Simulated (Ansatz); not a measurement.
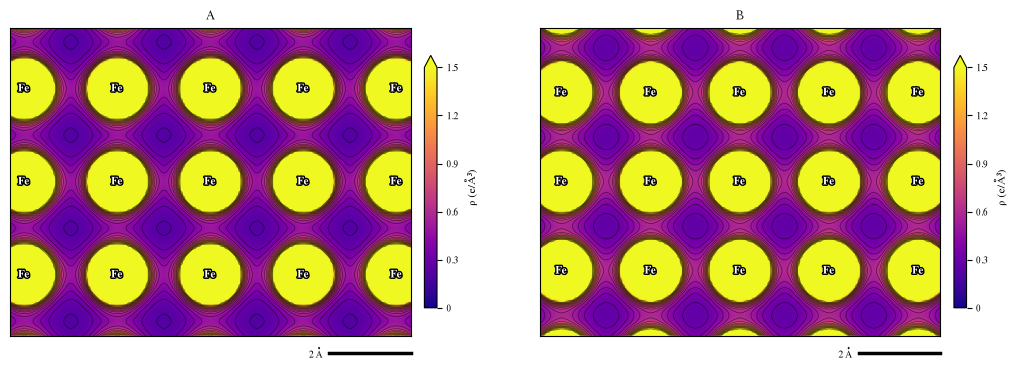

Fe. The valence charge density (pseudo) of two cells that differ in size, on the (001) plane of each (indices in the axes of the calculation cell), at one length scale and on one colour scale: A has 11.8 Å³ an atom and B 10.4.

Method: DFT, LDA (PW92), plane waves (420 eV) with PAW, scalar-relativistic in Ansatz 0.2.0.

Core electrons are frozen (PAW), and the valence fields are smoothed inside the atomic spheres.

The larger cell:

```
CELL_PARAMETERS angstrom
2.27980 0.00000 0.00000
0.00000 2.27980 0.00000
0.00000 0.00000 2.27980
ATOMIC_POSITIONS crystal
Fe 0.00000 0.00000 0.00000
```

The smaller cell: a = 2.185 Å, b = 2.185 Å, c = 2.185 Å, α = 90.00°, β = 90.00°, γ = 90.00°.

What does the compression do to the bonding and the properties?

Answer. From the larger cell to the smaller, Fe–Fe goes from 2.28 to 2.18 Å, and the density at its midpoint from 0.49 to 0.58 e/Å³; the largest moment (Fe) goes from 2.0 to 1.1 μB.
